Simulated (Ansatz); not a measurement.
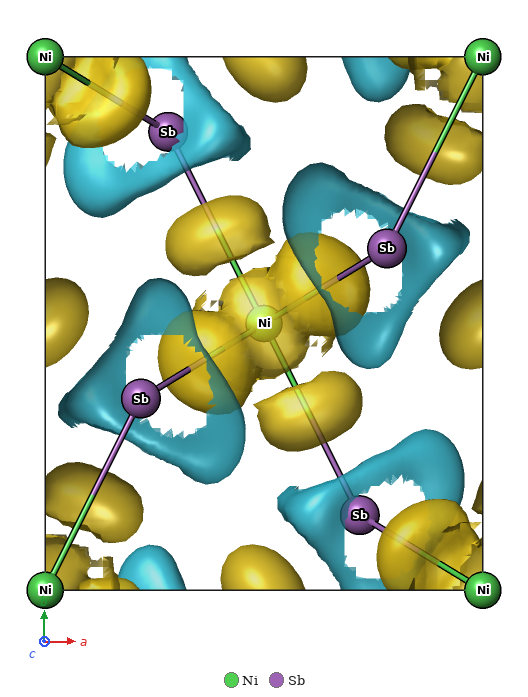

*NiSb$_{2}$. Bonding charge density, ρ(crystal) − Σ ρ(neutral atoms): yellow surfaces at +0.03 and cyan ones at −0.03 e/Å³, in the conventional cell seen along the c axis (the regions close to the nuclei are left out). Cores are masked to 0.8 Å (Ni) and 0.9 Å (Sb).*

Space group Pnnm; spin-polarised.

Level of theory: Ansatz, DFT PBEsol, scalar-relativistic, plane waves, PAW.

In a PAW calculation such maps are meaningful between the atoms, not at the nuclei.

### Where does charge go when the atoms form this crystal?

Ni–Sb (2.54 Å): Δρ is +0.08 e/Å³ at the midpoint.
- Sb–Sb (2.88 Å): Δρ is +0.08 e/Å³ at the midpoint, where it peaks: a build-up of bond charge.
- Over the whole cell, outside the masked cores, the largest gain, 0.08 e/Å³, lies 1.4 Å from an antimony nucleus, and the largest loss lies at the edge of the masked core of Sb.
- In all about 0.21 e an atom is rearranged against the free atoms.
- Bader charges: Ni −0.37 and Sb +0.18 e.

### Metal or insulator at this level?

It is a metal at this level of theory.
